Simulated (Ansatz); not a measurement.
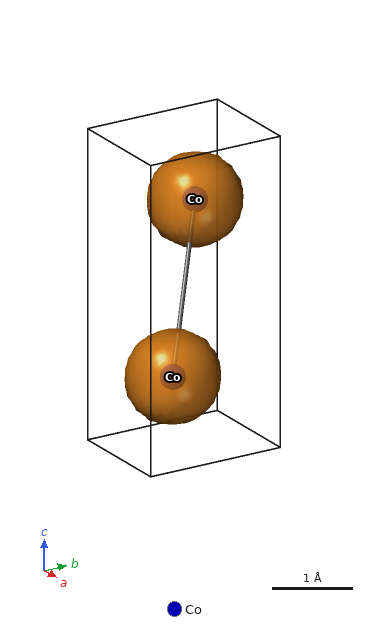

Figure. Co. Isosurfaces of the magnetisation density (up minus down) at +0.4 (orange) and −0.4 e/Å³ (purple), seen slightly off an axis. Sticks mark near contacts.

Space group P6₃/mmc; a structure from a database of computed crystals, not necessarily the ambient phase; spin-polarised.

All numbers below come from DFT PBEsol, scalar-relativistic, plane waves, PAW (Ansatz).

The density is the valence pseudo-density of a PAW calculation; it isn't the true density close to the nuclei.

```
Co
1.0
     2.45642    0.00000    0.00000
    -1.22821    2.12732    0.00000
     0.00000    0.00000    3.96947
Co
2
Direct
  0.66667 0.33333 0.25001
  0.33333 0.66667 0.74999
```

Describe the spin distribution.

The spin density sits on Co: +1.6 μB (×2) in one cell of 2 atoms: parallel moments (a ferromagnetic arrangement) in this solution. The cell of the calculation (2 atoms) carries 3.1 μB of net spin moment. Only one sign reaches the isovalue.
